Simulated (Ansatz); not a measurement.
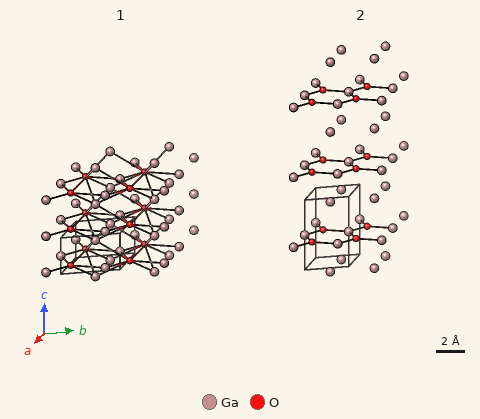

Two geometries of crystalline Ga2O (a generated structure, set up in P-6m2) (coarse preliminary run), drawn at one scale. One is the start of a relaxation, the other its converged end. The picture is a ball-and-stick view of the cell of the calculation, repeated 2 × 2 × 3 with one cell outlined, seen slightly off an axis.

The calculation used DFT PBE, scalar-relativistic, plane waves, PAW (Ansatz). (plane-wave cutoff 420 eV; k-point mesh 6 × 6 × 6; occupations gaussian; smearing width 0.1 eV; no spin polarisation; cell and atoms relaxed; force threshold 0.04 eV/Å; at most 70 steps)

**Which one is relaxed?**

Structure 2 is the relaxed one. After 24 accepted moves (29 points after the start) the energy has fallen by 1.729 eV per cell of the calculation. All forces vanish by symmetry, so only the cell relaxes. The pressure goes from −7.47 to 0.03 GPa. The SCF was repeated 5 times at an unchanged geometry on a basis and grid sized afresh for the cell, which shifted the energy by 98.5 meV per cell of the calculation at most. The atoms keep their places relative to the cell (all moves are under 0.005 Å). The drawn cell changes as follows: a = b 4.525 → 3.374 Å (−25.4 %), c 2.769 → 5.343 Å (+93.0 %); the volume changes by +7.3 %. Near-neighbour distances that change, for instance: Ga–O 2.613 → 1.948 Å, Ga–O 2.957 → 3.306 Å. The space group stays P-6m2 (No. 187).

Limits of the set-up: the k-point mesh is coarse for a cell with partly filled bands.
